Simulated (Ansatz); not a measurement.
System: SnSe (space group Pnma).

How it was computed, with Ansatz 0.2.0: plane-wave DFT, no spin polarisation; energies at scaled volumes of the given cell, shape and fractions fixed, counted from the fit's minimum, third-order Birch-Murnaghan fit. All runs: no spin polarisation.

k mesh 3×6×6; occupations Fermi–Dirac; smearing width 0.05 eV; wave cutoff 420 eV; density cutoff 1680 eV.

Settings that differ: PBE + D3(BJ): potentials Ansatz PAW; PBE: potentials Ansatz-PAW-small-core.

Describe the result: the pressure against volume, with one curve for each functional. The cases: PBE + D3(BJ); PBE.

The fitted equilibrium volumes, smallest first, are PBE + D3(BJ) 26.783, PBE 27.925 Å³/atom. The fitted bulk moduli, smallest first, are PBE 47.4, PBE + D3(BJ) 49.4 GPa. For PBE + D3(BJ), the pressure falls from 3.96 GPa at volume 25.08 Å³/atom to −2.11 GPa at 28.28 Å³/atom, and changes sign near 26.79 Å³/atom. For PBE, the pressure falls from 6.44 GPa at volume 25.08 Å³/atom to −0.58 GPa at 28.28 Å³/atom, and changes sign near 27.93 Å³/atom.

PBE + D3(BJ):
| volume (Å³/atom) | pressure (GPa) |
| --- | --- |
| 25.08 | 3.96 |
| 25.61 | 2.56 |
| 26.14 | 1.32 |
| 26.68 | 0.20 |
| 27.21 | −0.77 |
| 27.74 | −1.57 |
| 28.28 | −2.11 |

PBE:
| volume (Å³/atom) | pressure (GPa) |
| --- | --- |
| 25.08 | 6.44 |
| 25.61 | 4.95 |
| 26.14 | 3.61 |
| 26.68 | 2.39 |
| 27.21 | 1.30 |
| 27.74 | 0.31 |
| 28.28 | −0.58 |

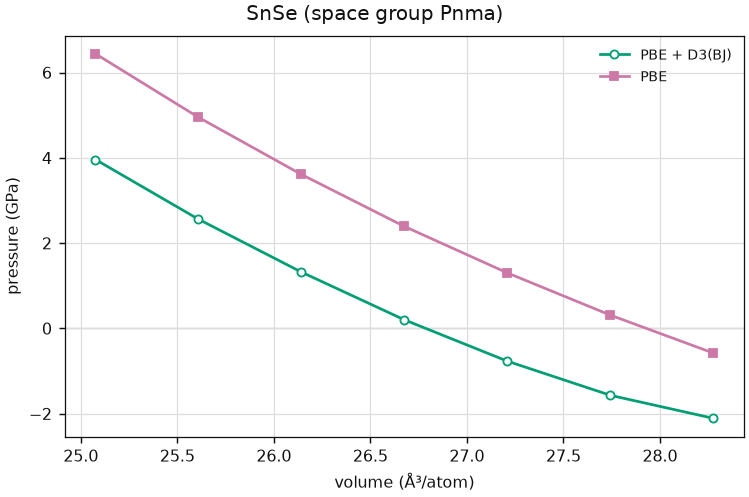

Note: shape and atomic fractions are frozen while scaling, which makes layered, chain and framework solids too stiff.
